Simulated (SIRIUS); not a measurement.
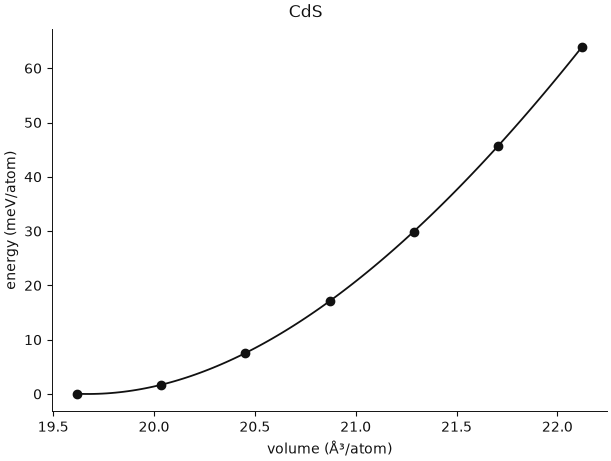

Figure. Energy against volume for CdS, space group Fm-3m (No. 225).

A third-order Birch–Murnaghan fit gives V0 = 19.67 Å³/atom, B0 = 84.2 GPa and B′ = 4.8. The energy rises from 0.04 meV/atom at volume 19.62 Å³/atom to 63.93 meV/atom at 22.12 Å³/atom.

Computed with SIRIUS 7.10.0: plane-wave DFT, no spin polarisation; energies at scaled volumes of the given cell, shape and fractions fixed, counted from the fit's minimum, third-order Birch-Murnaghan fit. Level: PBEsol.

- k mesh: 8×8×8
- occupations: Fermi–Dirac
- smearing width: 0.05 eV
- potentials: dojo sr pbesol 0.4.1 standard
- wave cutoff: 1388 eV
- density cutoff: 5552 eV

Cell as given: a = 3.894 Å, b = 3.894 Å, c = 3.894 Å, α = 60.00°, β = 60.00°, γ = 60.00°; 2 atoms.

Note: the fit and the printed pressures don't fully agree, or the minimum lies near the end of the range.
